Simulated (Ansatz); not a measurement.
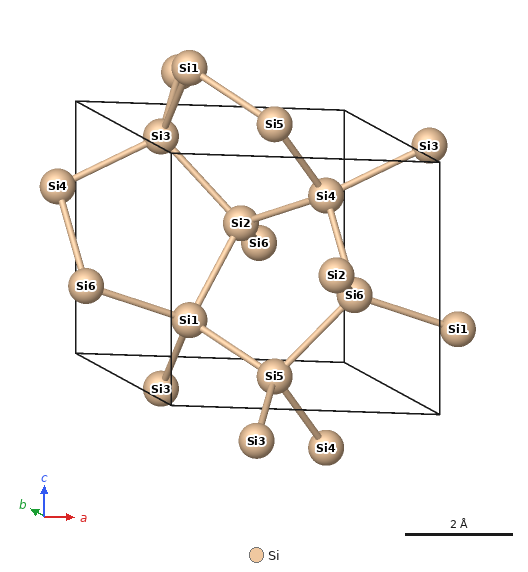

Starting structure of solid Si (a generated structure, set up in P6_122) (coarse preliminary run). Style: ball-and-stick. Shown: the cell of the calculation, slightly off an axis.

Method: DFT PBE, scalar-relativistic, plane waves, PAW in Ansatz.

The input:
```yaml
crystal:
  lattice:
    - [5.10958876, 0.0, 0.0]
    - [-2.55479438, 4.42503367, 0.0]
    - [0.0, 0.0, 4.83738595]
  atoms:
    - { symbol: Si, position: [0.23404053, 0.46808105, 0.25] }
    - { symbol: Si, position: [0.53191895, 0.76595947, 0.58333333] }
    - { symbol: Si, position: [0.23404053, 0.76595947, 0.91666667] }
    - { symbol: Si, position: [0.76595947, 0.53191895, 0.75] }
    - { symbol: Si, position: [0.46808105, 0.23404053, 0.08333333] }
    - { symbol: Si, position: [0.76595947, 0.23404053, 0.41666667] }
basis:
  ecutwfc: 420
kpoints:
  mp_grid: { grid: [6, 6, 4] }
hamiltonian:
  xc: pbe
scf:
  occupations: { method: gaussian, width: 0.1 }
  lower_state_search: "off"
output:
  forces: true
  stress: true
  eigenvalues: true
relax:
  adjacent_minimum: "off"
  f_tol: 0.04
  max_steps: 70
  cell: { stress_tol: 0.4 }
```

Run as
```bash
ansatz run input.yaml --threads 1 --pin off --max-ram 2560MiB --backend cpu --events-out ev --progress --plain --runs-dir out
```

### Predict the outcome.

The largest moves relative to the cell, 0.014 Å, are those of Si1, Si2, Si3, Si4, Si5 and Si6. Si6 goes along [1 −1 0]. The volume changes by +21.6 %, with a = b 5.110 → 5.476 Å (+7.2 %), c 4.837 → 5.122 Å (+5.9 %). Near-neighbour distances that change, for instance: Si1–Si2 2.217 → 2.379 Å, Si1–Si5 2.223 → 2.365 Å. The space group stays P6_122 (No. 178). The energy falls by 1.579 eV per cell of the calculation in 4 accepted moves (5 points after the start). The largest force component goes from 0.77 to 0.0015 eV/Å. The pressure goes from 24.66 to 0.09 GPa. The SCF was repeated once at an unchanged geometry on a basis and grid sized afresh for the cell, which shifted the energy by 11.0 meV per cell of the calculation at most. Cost: 22 s on 1 thread of Arm Neoverse V2 (shared host), peak memory 0.32 GiB.

The structure at the end:

```
Si
1.0
     5.47571    0.00000    0.00000
    -2.73786    4.74211    0.00000
     0.00000    0.00000    5.12248
Si
6
Direct
  0.23252 0.46505 0.25000
  0.53495 0.76748 0.58333
  0.23252 0.76748 0.91667
  0.76748 0.53495 0.75000
  0.46505 0.23252 0.08333
  0.76748 0.23252 0.41667
```

The end point in the same view:

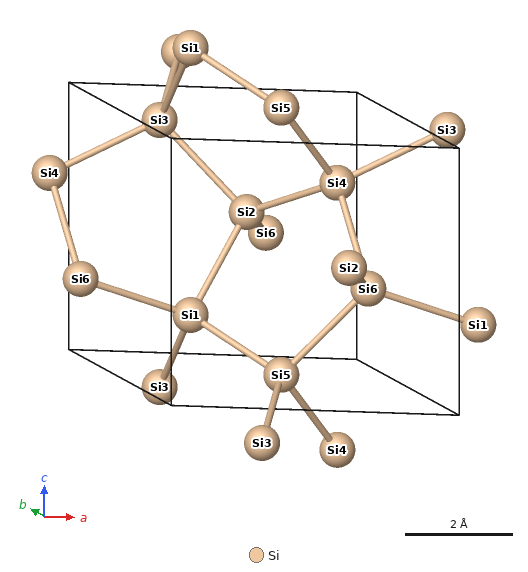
